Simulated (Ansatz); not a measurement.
```
CELL_PARAMETERS angstrom
4.81900 0.00000 0.00000
-2.40950 4.17338 0.00000
0.00000 0.00000 6.59200
ATOMIC_POSITIONS crystal
Nb 0.50000 0.00000 0.50000
Nb 0.50000 0.50000 0.83333
Nb 0.00000 0.50000 0.16667
Si 0.15990 0.31980 0.50000
Si 0.84010 0.15990 0.83333
Si 0.68020 0.84010 0.16667
Si 0.84010 0.68020 0.51517
Si 0.15990 0.84010 0.83333
Si 0.31980 0.15990 0.16667
```

Space group P6_222.

Computed with DFT PBE, scalar-relativistic, plane waves, PAW in Ansatz.

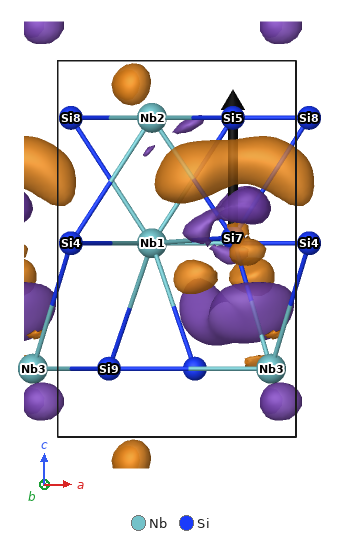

NbSi2. Si7 was moved by 0.10 Å along [0 0 1] in the axes of the cell drawn (arrow, not to scale). Change of the density less the rigid motion of the neutral atom's own density: orange surfaces at +0.005 and purple ones at −0.005 e/Å³, in the cell of the calculation (origin moved) seen along the b axis.

Core electrons are frozen (PAW), so the fields are smoothed inside the atomic spheres.

Describe the electronic response.

About 0.08 e is rearranged in the cell. Outside the cores the largest gain, 0.02 e/Å³, lies 1.1 Å from a niobium nucleus and 1.4 Å from a silicon one, and the largest loss, 0.018 e/Å³, lies 1.1 Å from a niobium nucleus and 1.6 Å from a silicon one.

How much does the computed force on the atom change?

The force on it changes by 1.12 eV/Å along the move, against it: a stiffness of about 11 eV/Å² for this sublattice shift.

Run times: 2.9 min (moved atom) and 89 s (base cell), on 2 threads of Arm Neoverse N1, on a shared host.
